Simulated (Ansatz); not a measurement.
Convergence test: the k-point mesh is varied and all else is held.
System: Hg (R-3m, 1 atom in the cell).
Method: Ansatz 0.2.0, DFT, LDA (PW92), plane waves (420 eV) with PAW, scalar-relativistic; Fermi–Dirac smearing of 0.1 eV.
ΔE is the free energy less its value at the densest setting, 17×17×17.
Dashed lines or grey bands mark the tolerance: 1 meV/atom and 0.1 GPa.
On logarithmic panels, open markers lie below the reference value and filled ones above.
Values: 2×2×2, 3×3×3, 4×4×4, 6×6×6, 7×7×7, 9×9×9, 12×12×12 and 17×17×17.

Q: How do the results converge (to 1 meV/atom and 0.1 GPa)?

A: The free energy at the last setting but one, 12×12×12, is still more than 1 meV/atom from the densest setting's value, so the scan doesn't show it converged. It is off by 1900 meV/atom at 2×2×2, 13 meV/atom at 6×6×6 and 2.4 meV/atom at 12×12×12 (on both sides of it). The pressure at the last setting but one, 12×12×12, is still more than 0.1 GPa from the densest setting's value, so the scan doesn't show it converged. The closer agreement at 9×9×9 is by chance. It is off by 9.9 GPa at 2×2×2, 0.22 GPa at 6×6×6 and 0.15 GPa at 12×12×12 (on both sides of it).

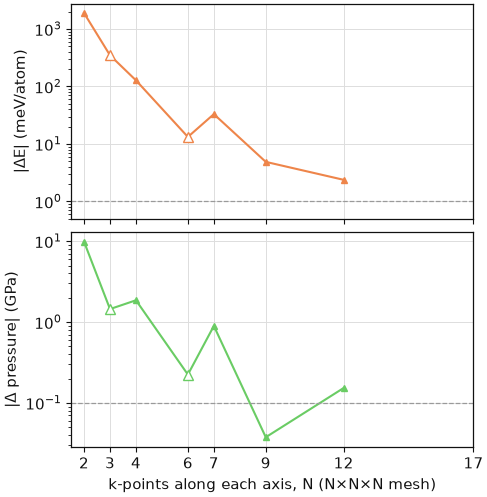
